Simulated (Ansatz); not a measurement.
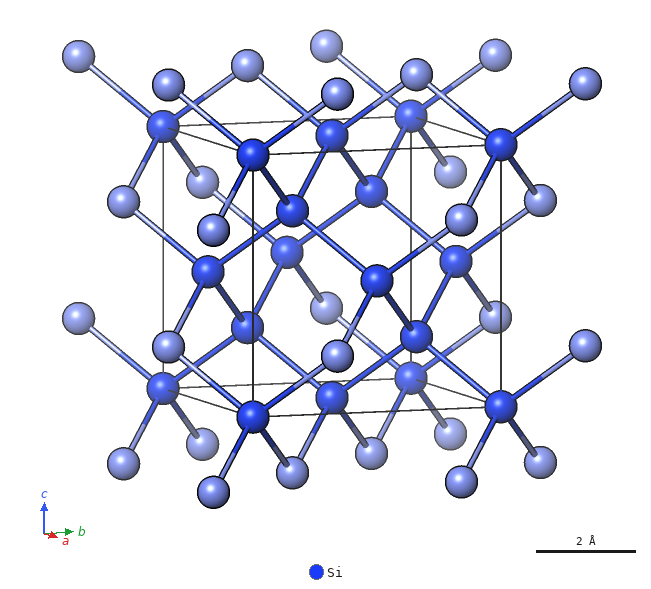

Ball-and-stick drawing of the structure, looking slightly off an axis. One conventional unit cell is framed, with atoms on its boundary repeated. Bonds that leave the box are completed with the atoms at their other ends, in fainter colours.

Si, diamond, space group Fd-3m (No. 227), a = 5.331 Å, b = 5.331 Å, c = 5.331 Å, α = 90.00°, β = 90.00°, γ = 90.00°. It goes back to a structure listed in the Materials Project. The cell was then strained or its atoms displaced on purpose. It was the input of a calculation with Ansatz.

This one geometry was computed with Ansatz (DFT, plane waves, PAW) at three levels of theory: HSE06, r2SCAN and PBE. It was relaxed with r2SCAN and then strained.

How does the band gap change with the level of theory?

Answer. PBE: a gap of 0.46 eV, indirect; r2SCAN: a gap of 0.65 eV, indirect; HSE06: a gap of 1.03 eV, indirect.

Collect the results in a table.

Answer.
| level | cutoff (eV) | k-mesh of the run's cell | gap (eV) | pressure (GPa) |
| --- | --- | --- | --- | --- |
| HSE06 | 420 | 6×6×6 | 1.03 | 6.8 |
| r2SCAN | 500 | 8×8×8 | 0.65 | 7.0 |
| PBE | 420 | 8×8×8 | 0.46 | 8.1 |

Gaps are taken on the k-mesh or band path of each run.
